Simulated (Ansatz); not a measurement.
# Σ9 (221) boundary in fcc Pt with Ru (substitutional): structure and resistance

How much does the Σ9 (221) boundary in fcc Pt with Ru (substitutional) reflect electrons?

Method: Ansatz plane-wave DFT, PBE, PAW files; relaxation of a bicrystal slab with its lowest layers held; PAW set soft_1, in the first sound run; inputs show where later runs differ, in Ansatz 0.2.0.

### 1. Set-up

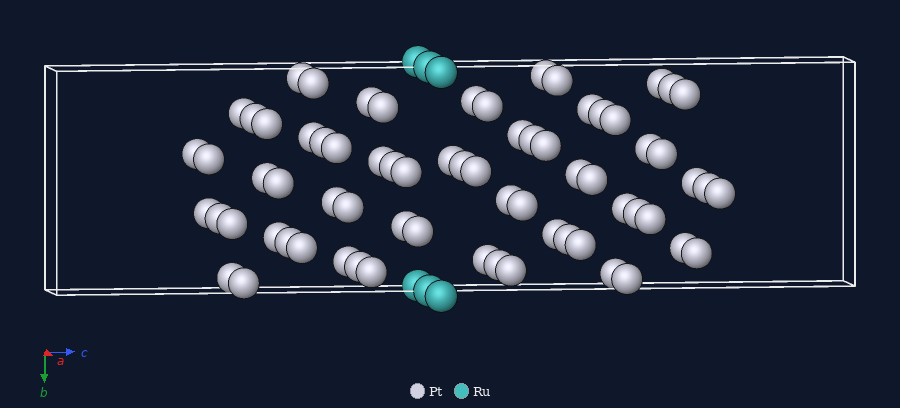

The cell as given, from the side, with the c axis across the page (platinum light grey, ruthenium teal). 2×1×1 cells are drawn. Some periodic images of atoms are drawn too.

The cell holds 29 atoms: 28 Pt and 1 Ru. Its edges and angles: a = 2.773 Å, b = 8.319 Å, c = 29.955 Å, α = 90.0°, β = 90.0°, γ = 90.0°. It derives from Pt. built on the (2 2 1) plane; 2 overlapping atoms removed and the grains opened by 0 Å. Vacuum lies along c.

### 2. Relaxing the bicrystal

The boundary is built by mirroring the lower grain in the boundary plane and removing any atoms that overlap; then the Ru is put in at the boundary. A thin bicrystal slab is relaxed first, with the lowest layers held and the upper grain free to shift and open.

The input, input.yaml:

```yaml
crystal:
  lattice:
    - [2.7731313745, 0.0, 0.0]
    - [0.0, 8.3193941234, 0.0]
    - [0.0, 0.0, 29.9553666657]
  atoms:
    - { symbol: Pt, position: [0.5000000002, 0.388888889, 0.1669149991] }
    - { symbol: Pt, position: [2.0e-10, 0.6666666667, 0.1887352405] }
    - { symbol: Pt, position: [0.5000000002, 0.9444444445, 0.210555482] }
    - { symbol: Pt, position: [2.0e-10, 0.2222222223, 0.2323757234] }
    - { symbol: Pt, position: [0.5000000002, 0.5000000001, 0.2541959649] }
    - { symbol: Pt, position: [1.0e-10, 0.7777777778, 0.2760162063] }
    - { symbol: Pt, position: [0.5000000001, 0.0555555556, 0.2978364478] }
    - { symbol: Pt, position: [1.0e-10, 0.3333333334, 0.3196566892] }
    - { symbol: Pt, position: [0.5000000001, 0.6111111111, 0.3414769307] }
    - { symbol: Pt, position: [1.0e-10, 0.8888888889, 0.3632971721] }
    - { symbol: Pt, position: [0.5000000001, 0.1666666667, 0.3851174136] }
    - { symbol: Pt, position: [0.0, 0.4444444445, 0.406937655] }
    - { symbol: Pt, position: [0.5, 0.7222222222, 0.4287578965] }
    - { symbol: Ru, position: [0.0, 0.0, 0.4505781379] }
    - { symbol: Pt, position: [0.0, 0.4444444445, 0.4942186208] }
    - { symbol: Pt, position: [0.5000000001, 0.1666666667, 0.5160388623] }
    - { symbol: Pt, position: [1.0e-10, 0.8888888889, 0.5378591037] }
    - { symbol: Pt, position: [0.5000000001, 0.6111111111, 0.5596793452] }
    - { symbol: Pt, position: [1.0e-10, 0.3333333334, 0.5814995866] }
    - { symbol: Pt, position: [0.5000000001, 0.0555555556, 0.6033198281] }
    - { symbol: Pt, position: [1.0e-10, 0.7777777778, 0.6251400695] }
    - { symbol: Pt, position: [0.5000000002, 0.5000000001, 0.6469603109] }
    - { symbol: Pt, position: [2.0e-10, 0.2222222223, 0.6687805524] }
    - { symbol: Pt, position: [0.5000000002, 0.9444444445, 0.6906007938] }
    - { symbol: Pt, position: [2.0e-10, 0.6666666667, 0.7124210353] }
    - { symbol: Pt, position: [0.5000000002, 0.388888889, 0.7342412767] }
    - { symbol: Pt, position: [3.0e-10, 0.1111111112, 0.7560615182] }
    - { symbol: Pt, position: [0.5000000003, 0.8333333334, 0.7778817596] }
    - { symbol: Pt, position: [3.0e-10, 0.5555555557, 0.7997020011] }
kpoints:
  mp_grid: { grid: [8, 3, 1] }
hamiltonian:
  xc: pbe
  pseudopotentials: { kind: paw, azcp: { folder: soft_1 } }
scf:
  occupations: { method: fermi_dirac, width: 0.1 }
relax:
  f_tol: 0.03
  max_steps: 80
  constraints: [{ sites: [0, 1, 2, 3, 4] }]
```

The run is started by

```sh
ansatz run input.yaml --threads 4 --pin off --max-ram 15360MiB --backend cpu --events-out ev --progress --plain --runs-dir out
```

Numbers of over 12 decimals in the logs are rounded to 6 here.

The log of the run:

```text
Engine: ansatz 0.2.0, aarch64-unknown-linux-gnu
Pseudopotentials: kind: paw
Pseudopotential: Pt, paw, valence charge 18, recommended cutoff 420 eV (normal), soft_1/Pt.paw.azcp
Pseudopotential: Ru, paw, valence charge 16, recommended cutoff 420 eV (normal), soft_1/Ru.paw.azcp
Functional definition: PBE
  parameter kappa = 0.804
  parameter beta = 0.066725
  exchange = pbe_x(kappa = kappa, mu = beta*pi^2/3)
  correlation = pbe_c(beta = beta)
Crystal: 29 atoms, lattice volume = 691.093 Å³
Basis set: ecut = 420 eV, 13555 PW (Γ), exchange–correlation on 40×120×432 points (8 copies of the dense FFT grid, shifted against one another)
Bands: 312, of which v1, the nominal top of the filled ones, is band 260 counted from 1 (259 counted from 0)
Symmetry: 2 space group operations
Space group: Pm (ITA 6), of the structure as read, at distance tolerance 8.8e-5 Å
k-points: 10 of 24 (time reversal used)
Non-local potential: Pt, projectors of the file, l = 0: 3, l = 1: 2, l = 2: 2, l = 3: 1
Non-local potential: Ru, projectors of the file, l = 0: 3, l = 1: 2, l = 2: 2, l = 3: 1
PAW form: soft (Blöchl's): semilocal exchange-correlation on the pseudo side does not see the compensation charge
PAW one-centre angular grid: Pt, 590 points (default); XC on 64 Gauss nodes
PAW one-centre angular grid: Ru, 590 points (default); XC on 64 Gauss nodes
Initial density: superposition of atomic densities (neutral atoms: chi_scale 0, normalization atom)
Initial wavefunctions: pseudopotential atomic-orbital guess
Functional: x = pbe(κ = 0.804, μ = 0.219515), c = pbe(β = 0.066725)
SCF iter   1: F=—  HF=-356574.657802 eV  |F-HF|=—  |Δ(HF+E_count)|=         —  Δρ=7.29e-2  dr2=5.26e1  ethr=3.10e-3  ⟨swp⟩=6.0  Hψ=11224  notcnv=0  defer=86
preconditioner: auto → LDOS  [metal: Δε(μ)=0.008 eV  Ē_g=7.419 eV  σ=0.100 eV  W_gap=0.02  n_scr=200 (ndim 8)  ℏωp=24.0 eV  f_vac=0.312  D(μ)=46.95/eV (n_scr^D=530)  β→1.0]
SCF iter   2: F=—  HF=-356571.978185 eV  |F-HF|=—  |Δ(HF+E_count)|=    2.68e0  Δρ=5.91e-2  dr2=2.67e1  ethr=3.10e-3  ⟨swp⟩=3.0  Hψ=7461  notcnv=0  defer=233
SCF iter   3: F=—  HF=-356564.522158 eV  |F-HF|=—  |Δ(HF+E_count)|=    7.46e0  Δρ=1.05e-2  dr2=1.96e0  ethr=3.10e-3  ⟨swp⟩=2.0  Hψ=5921  notcnv=0  defer=260
SCF iter   4: F=—  HF=-356564.315671 eV  |F-HF|=—  |Δ(HF+E_count)|=   2.06e-1  Δρ=3.32e-3  dr2=3.62e-1  ethr=3.78e-4  ⟨swp⟩=3.0  Hψ=5676  notcnv=0  defer=249
SCF iter   5: F=—  HF=-356564.269947 eV  |F-HF|=—  |Δ(HF+E_count)|=   4.57e-2  Δρ=1.44e-3  dr2=3.70e-2  ethr=6.96e-5  ⟨swp⟩=2.0  Hψ=4357  notcnv=0  defer=249
SCF iter   6: F=—  HF=-356564.267171 eV  |F-HF|=—  |Δ(HF+E_count)|=   2.78e-3  Δρ=5.98e-4  dr2=6.40e-3  ethr=7.11e-6  ⟨swp⟩=2.0  Hψ=4363  notcnv=0  defer=249
SCF iter   7: F=—  HF=-356564.266598 eV  |F-HF|=—  |Δ(HF+E_count)|=   5.73e-4  Δρ=2.71e-4  dr2=1.68e-3  ethr=1.23e-6  ⟨swp⟩=2.0  Hψ=4322  notcnv=0  defer=249
SCF iter   8: F=—  HF=-356564.266551 eV  |F-HF|=—  |Δ(HF+E_count)|=   4.70e-5  Δρ=1.21e-4  dr2=1.86e-4  ethr=3.24e-7  ⟨swp⟩=2.0  Hψ=4129  notcnv=0  defer=249
SCF iter   9: F=—  HF=-356564.266533 eV  |F-HF|=—  |Δ(HF+E_count)|=   1.80e-5  Δρ=5.36e-5  dr2=5.39e-5  ethr=3.57e-8  ⟨swp⟩=2.0  Hψ=4173  notcnv=0  defer=249
SCF iter  10: F=-356564.266515 eV  HF=-356564.266531 eV  |F-HF|=1.59e-5  |Δ(HF+E_count)|=   1.77e-6  Δρ=2.75e-5  dr2=1.73e-5  ethr=4.33e-9  ⟨swp⟩=4.0  Hψ=9596  notcnv=0
SCF 1 converged in 10 iterations: F = -356564.266515 eV  dr2 = 1.73e-5
  greatest PAW one-centre occupation: 1.000 electrons in one spin orbital (limit 2), on the Pt atom at site 20 (counted from 0), in its partial waves of l = 0
relax step   1: F+E_penalty+E_count = -356564.26651549 eV  Δ(F+E_penalty+E_count) = +0.000e0 eV  max|allowed force component| = 1.389e0 eV/Å  Δτ_max = 0.0000 Å  (10 SCF iters, dr2 threshold 2.25e-5 eV, accepted)
Initial density: handed on by an earlier stage of this run
Initial wavefunctions: those handed on with the density
iter 1 solved again at ethr=5.82e-4 eV; its pass at ethr=3.10e-3 eV (dr2=3.03e0 eV) is discarded
SCF iter   1: F=—  HF=-356565.229028 eV  |F-HF|=—  |Δ(HF+E_count)|=         —  Δρ=1.29e-2  dr2=2.64e0  ethr=5.82e-4  ⟨swp⟩=1.2  Hψ=10495  notcnv=0  defer=245
preconditioner: auto → LDOS  [metal: Δε(μ)=0.004 eV  Ē_g=7.481 eV  σ=0.100 eV  W_gap=0.01  n_scr=200 (ndim 8)  ℏωp=24.0 eV  f_vac=0.310  D(μ)=47.13/eV (n_scr^D=530)  β→1.0]
SCF iter   2: F=—  HF=-356565.179444 eV  |F-HF|=—  |Δ(HF+E_count)|=   4.96e-2  Δρ=5.06e-3  dr2=3.76e-1  ethr=5.08e-4  ⟨swp⟩=2.0  Hψ=4529  notcnv=0  defer=245
SCF iter   3: F=—  HF=-356565.111622 eV  |F-HF|=—  |Δ(HF+E_count)|=   6.78e-2  Δρ=2.32e-3  dr2=1.71e-1  ethr=7.24e-5  ⟨swp⟩=3.1  Hψ=6388  notcnv=0  defer=245
SCF iter   4: F=—  HF=-356565.089876 eV  |F-HF|=—  |Δ(HF+E_count)|=   2.17e-2  Δρ=9.49e-4  dr2=2.61e-2  ethr=3.29e-5  ⟨swp⟩=2.0  Hψ=4225  notcnv=0  defer=245
SCF iter   5: F=—  HF=-356565.087927 eV  |F-HF|=—  |Δ(HF+E_count)|=   1.95e-3  Δρ=3.33e-4  dr2=3.20e-3  ethr=5.02e-6  ⟨swp⟩=2.1  Hψ=4372  notcnv=0  defer=245
SCF iter   6: F=—  HF=-356565.087723 eV  |F-HF|=—  |Δ(HF+E_count)|=   2.04e-4  Δρ=1.49e-4  dr2=5.17e-4  ethr=6.15e-7  ⟨swp⟩=2.1  Hψ=4277  notcnv=0  defer=245
SCF iter   7: F=—  HF=-356565.087696 eV  |F-HF|=—  |Δ(HF+E_count)|=   2.64e-5  Δρ=6.90e-5  dr2=1.05e-4  ethr=9.95e-8  ⟨swp⟩=1.9  Hψ=3515  notcnv=0  defer=245
SCF iter   8: F=-356565.087675 eV  HF=-356565.087694 eV  |F-HF|=1.96e-5  |Δ(HF+E_count)|=   1.93e-6  Δρ=3.26e-5  dr2=2.17e-5  ethr=1.92e-8  ⟨swp⟩=2.7  Hψ=9342  notcnv=0
SCF 2 converged in 8 iterations: F = -356565.087675 eV  dr2 = 2.17e-5
  greatest PAW one-centre occupation: 1.000 electrons in one spin orbital (limit 2), on the Pt atom at site 11 (counted from 0), in its partial waves of l = 0
relax step   2: F+E_penalty+E_count = -356565.08767473 eV  Δ(F+E_penalty+E_count) = -8.212e-1 eV  max|allowed force component| = 5.125e-1 eV/Å  Δτ_max = 0.1948 Å  (8 SCF iters, dr2 threshold 1.00e-4 eV, accepted)
SCF iter   1: F=—  HF=-356565.267499 eV  |F-HF|=—  |Δ(HF+E_count)|=         —  Δρ=8.52e-3  dr2=6.38e-1  ethr=2.47e-3  ⟨swp⟩=4.1  Hψ=6344  notcnv=0  defer=244
preconditioner: auto → LDOS  [metal: Δε(μ)=0.014 eV  Ē_g=7.463 eV  σ=0.100 eV  W_gap=0.03  n_scr=200 (ndim 8)  ℏωp=24.0 eV  f_vac=0.309  D(μ)=47.59/eV (n_scr^D=538)  β→1.0]
SCF iter   2: F=—  HF=-356565.236457 eV  |F-HF|=—  |Δ(HF+E_count)|=   3.10e-2  Δρ=3.26e-3  dr2=1.41e-1  ethr=1.23e-4  ⟨swp⟩=2.0  Hψ=5512  notcnv=0  defer=245
SCF iter   3: F=—  HF=-356565.202911 eV  |F-HF|=—  |Δ(HF+E_count)|=   3.35e-2  Δρ=9.75e-4  dr2=1.69e-2  ethr=2.71e-5  ⟨swp⟩=3.5  Hψ=6934  notcnv=0  defer=245
SCF iter   4: F=—  HF=-356565.200044 eV  |F-HF|=—  |Δ(HF+E_count)|=   2.87e-3  Δρ=3.26e-4  dr2=1.56e-3  ethr=3.25e-6  ⟨swp⟩=2.3  Hψ=4774  notcnv=0  defer=245
SCF iter   5: F=—  HF=-356565.199922 eV  |F-HF|=—  |Δ(HF+E_count)|=   1.23e-4  Δρ=1.36e-4  dr2=4.41e-4  ethr=3.00e-7  ⟨swp⟩=2.0  Hψ=4417  notcnv=0  defer=245
SCF iter   6: F=—  HF=-356565.199901 eV  |F-HF|=—  |Δ(HF+E_count)|=   2.10e-5  Δρ=7.12e-5  dr2=8.55e-5  ethr=8.49e-8  ⟨swp⟩=2.0  Hψ=4222  notcnv=0  defer=245
SCF iter   7: F=—  HF=-356565.199894 eV  |F-HF|=—  |Δ(HF+E_count)|=   6.39e-6  Δρ=3.42e-5  dr2=1.88e-5  ethr=1.65e-8  ⟨swp⟩=2.0  Hψ=4343  notcnv=0  defer=245
SCF iter   8: F=-356565.199888 eV  HF=-356565.199893 eV  |F-HF|=4.94e-6  |Δ(HF+E_count)|=   1.12e-6  Δρ=1.62e-5  dr2=5.45e-6  ethr=3.16e-9  ⟨swp⟩=4.0  Hψ=8619  notcnv=0
SCF 3 converged in 8 iterations: F = -356565.199888 eV  dr2 = 5.45e-6
relax step   3: F+E_penalty+E_count = -356565.19988825 eV  Δ(F+E_penalty+E_count) = -1.122e-1 eV  max|allowed force component| = 1.836e-1 eV/Å  Δτ_max = 0.1319 Å  (8 SCF iters, dr2 threshold 1.64e-5 eV, accepted)
[...]
relax step   4: F+E_penalty+E_count = -356565.22504189 eV  Δ(F+E_penalty+E_count) = -2.515e-2 eV  max|allowed force component| = 1.688e-1 eV/Å  Δτ_max = 0.1962 Å  (9 SCF iters, dr2 threshold 4.33e-6 eV, accepted)
[...]
relax step   5: F+E_penalty+E_count = -356565.23995884 eV  Δ(F+E_penalty+E_count) = -1.492e-2 eV  max|allowed force component| = 5.374e-2 eV/Å  Δτ_max = 0.0740 Å  (7 SCF iters, dr2 threshold 3.66e-6 eV, accepted)
[...]
relax step   6: F+E_penalty+E_count = -356565.25166035 eV  Δ(F+E_penalty+E_count) = -1.170e-2 eV  max|allowed force component| = 4.413e-2 eV/Å  Δτ_max = 0.1421 Å  (10 SCF iters, accepted)
[...]
relax step   7: F+E_penalty+E_count = -356565.25541592 eV  Δ(F+E_penalty+E_count) = -3.756e-3 eV  max|allowed force component| = 3.699e-2 eV/Å  Δτ_max = 0.0967 Å  (10 SCF iters, accepted)
[...]
relax step   8: F+E_penalty+E_count = -356565.25603850 eV  Δ(F+E_penalty+E_count) = -6.226e-4 eV  max|allowed force component| = 9.199e-3 eV/Å  Δτ_max = 0.0265 Å  (7 SCF iters, dr2 threshold 9.23e-7 eV, accepted)
iter 1 solved again at ethr=8.81e-11 eV; its pass at ethr=3.10e-3 eV (dr2=4.58e-7 eV) is discarded
SCF iter   1: F=—  HF=-356565.255947 eV  |F-HF|=—  |Δ(HF+E_count)|=         —  Δρ=5.33e-6  dr2=4.59e-7  ethr=8.81e-11  ⟨swp⟩=1.5  Hψ=7309  notcnv=0  defer=244
preconditioner: auto → LDOS  [metal: Δε(μ)=0.007 eV  Ē_g=7.448 eV  σ=0.100 eV  W_gap=0.02  n_scr=200 (ndim 8)  ℏωp=24.0 eV  f_vac=0.308  D(μ)=48.08/eV (n_scr^D=546)  β→1.0]
SCF iter   2: F=—  HF=-356565.256039 eV  |F-HF|=—  |Δ(HF+E_count)|=   9.15e-5  Δρ=2.59e-6  dr2=1.23e-7  ethr=8.81e-11  ⟨swp⟩=2.0  Hψ=4351  notcnv=0  defer=244
SCF iter   3: F=—  HF=-356565.256039 eV  |F-HF|=—  |Δ(HF+E_count)|=   1.01e-8  Δρ=2.32e-6  dr2=1.18e-7  ethr=1.92e-11  ⟨swp⟩=4.9  Hψ=10345  notcnv=0
SCF iter   4: F=-356565.256039 eV  HF=-356565.256039 eV  |F-HF|=3.26e-9  |Δ(HF+E_count)|=   2.36e-8  Δρ=4.93e-7  dr2=2.88e-9  ethr=1.92e-11  ⟨swp⟩=2.0  Hψ=9383  notcnv=0
SCF 9 converged in 4 iterations: F = -356565.256039 eV  dr2 = 2.88e-9
relax step   9: F+E_penalty+E_count = -356565.25603889 eV  Δ(F+E_penalty+E_count) = -3.858e-7 eV  max|allowed force component| = 9.231e-3 eV/Å  Δτ_max = 0.0000 Å  (4 SCF iters, accepted)
SCF converged after 4 iterations
Free energy (F): -356565.256039 eV
Harris-Foulkes:  -356565.256039 eV  (|F-HF|=3.26e-9)
Internal energy: -356563.706851 eV  (E = F + TS)
E sigma→0 (E₀):  -356564.481445 eV
Entropy (-TS):   -1.549188 eV (-53.420 meV/atom)
Fermi energy:    12.664836 eV
--- Per-component energies (eV) ---
  E_band       = -9085.436726
  E_kinetic    = 17143.110041
  E_local      = -626841.190505  (includes V_loc(G=0)·N_el)
  E_nonlocal   = 6119.516960
  E_hartree    = 305729.128229
  E_xc         = -6658.026481
  E_vxc        = -7789.808445  (∫ρ·V_xc dr)
  E_paw        = -269047.798227  (= ΣΔE_a)
  E_vpaw       = -9175.342631  (= ΣTr[D̂ρ^β])
  E_aug_tail   = 0.032259  (compensation charges beyond the density's cutoff)
  E_ewald      = 216991.520873
  E_smearing   = -1.549188  (= −TS)
  E_closure    = 0.000000  (closes the sum)
  Σ components = -356565.256039   (vs F -356565.256039, Δ=0.00e0)
--- Forces (eV/Å), atoms counted from 1 ---
  atom   1  Pt     0.00000000     0.36562582     0.49473099
  atom   2  Pt    -0.00000000     0.37870276    -0.32317432
  atom   3  Pt    -0.00000000    -0.26961687    -0.16237111
  atom   4  Pt    -0.00000000    -0.60107117    -0.54303722
  atom   5  Pt     0.00000000     0.12241124     0.53927500
  atom   6  Pt    -0.00000000    -0.00224341    -0.00049421
  atom   7  Pt    -0.00000000     0.00075044    -0.00787274
  atom   8  Pt    -0.00000000     0.00546984    -0.00209209
  atom   9  Pt     0.00000000     0.00146678     0.00143763
  atom  10  Pt     0.00000000    -0.00352055     0.00149175
  atom  11  Pt    -0.00000000    -0.00205065     0.00135778
  atom  12  Pt    -0.00000000     0.00212538    -0.00497928
  atom  13  Pt    -0.00000000    -0.00424718     0.00520922
  atom  14  Ru     0.00000000     0.00542311    -0.00394728
  atom  15  Pt     0.00000000     0.00102546    -0.00122513
  atom  16  Pt    -0.00000000     0.00199075     0.00135394
  atom  17  Pt    -0.00000000     0.00490277     0.00923063
  atom  18  Pt     0.00000000    -0.00081287    -0.00163823
  atom  19  Pt     0.00000000    -0.00609632    -0.00015537
  atom  20  Pt     0.00000000    -0.00142893    -0.00235451
  atom  21  Pt    -0.00000000    -0.00141478    -0.00031456
  atom  22  Pt     0.00000000    -0.00185281     0.00106024
  atom  23  Pt    -0.00000000    -0.00197860    -0.00079377
  atom  24  Pt    -0.00000000     0.00080183     0.00299976
  atom  25  Pt     0.00000000     0.00144169     0.00060503
  atom  26  Pt     0.00000000    -0.00041030     0.00009754
  atom  27  Pt     0.00000000     0.00109832     0.00063957
  atom  28  Pt     0.00000000     0.00153305    -0.00028372
  atom  29  Pt    -0.00000000     0.00195323    -0.00478501
  max |Σ_I F_I| component: 2.95e-5 eV/Å
--- Relaxed structure (9 steps of the walk, 9 accepted, 0 SCFs on fresh bases) ---
  F+E_penalty+E_count = -356565.25603889 eV   max|allowed force component| = 9.231e-3 eV/Å
  atoms:
    - { symbol: Pt, position: [0.5, 0.388888889, 0.166915] }
    - { symbol: Pt, position: [0.0, 0.666667, 0.188735] }
    - { symbol: Pt, position: [0.5, 0.944444, 0.210555] }
    - { symbol: Pt, position: [0.0, 0.2222222223, 0.232376] }
    - { symbol: Pt, position: [0.5, 0.500000, 0.254196] }
    - { symbol: Pt, position: [2.7749469013507278e-18, 0.784433, 0.278330] }
    - { symbol: Pt, position: [0.5, 0.063383, 0.301249] }
    - { symbol: Pt, position: [3.98833192258661e-18, 0.340122, 0.322982] }
    - { symbol: Pt, position: [0.5, 0.624673, 0.343202] }
    - { symbol: Pt, position: [7.342471597111166e-18, 0.902023, 0.369420] }
    - { symbol: Pt, position: [0.5, 0.182124, 0.394080] }
    - { symbol: Pt, position: [2.1315196781014396e-18, 0.459225, 0.408715] }
    - { symbol: Pt, position: [0.5, 0.738965, 0.438367] }
    - { symbol: Ru, position: [3.3472895123461323e-18, 0.014270, 0.453369] }
    - { symbol: Pt, position: [-1.0749001693896435e-18, 0.511267, 0.493322] }
    - { symbol: Pt, position: [0.5, 0.221168, 0.508470] }
    - { symbol: Pt, position: [-2.266993522331404e-18, 0.948203, 0.535969] }
    - { symbol: Pt, position: [0.5, 0.677933, 0.557260] }
    - { symbol: Pt, position: [-3.017303958252271e-18, 0.391526, 0.578984] }
    - { symbol: Pt, position: [0.5, 0.115825, 0.603704] }
    - { symbol: Pt, position: [4.316682179298862e-19, 0.831041, 0.625500] }
    - { symbol: Pt, position: [0.5, 0.547544, 0.647318] }
    - { symbol: Pt, position: [3.8375784417540044e-18, 0.274774, 0.671980] }
    - { symbol: Pt, position: [0.5, 0.994958, 0.692064] }
    - { symbol: Pt, position: [7.7500777129940775e-19, 0.707422, 0.713067] }
    - { symbol: Pt, position: [0.5, 0.422478, 0.742580] }
    - { symbol: Pt, position: [1.4206779015447884e-17, 0.150686, 0.763068] }
    - { symbol: Pt, position: [0.500000, 0.882924, 0.781221] }
    - { symbol: Pt, position: [6.670453300827141e-18, 0.612666, 0.800424] }
```

Wall time 12 min (4 threads of Arm Neoverse V1, shared host); peak memory 4.4 GiB.

(Continued in part 2 of 2.)

[Logs are printed without paths, hosts, clocks, repeated set-up lines and the standing remarks that a program may print on its own settings, such as how far it seeks lower states.]

[Hosts, paths, dates, database ids (printed as entryN), source tags and the programs' standing remarks are cut or masked in the printed files.]
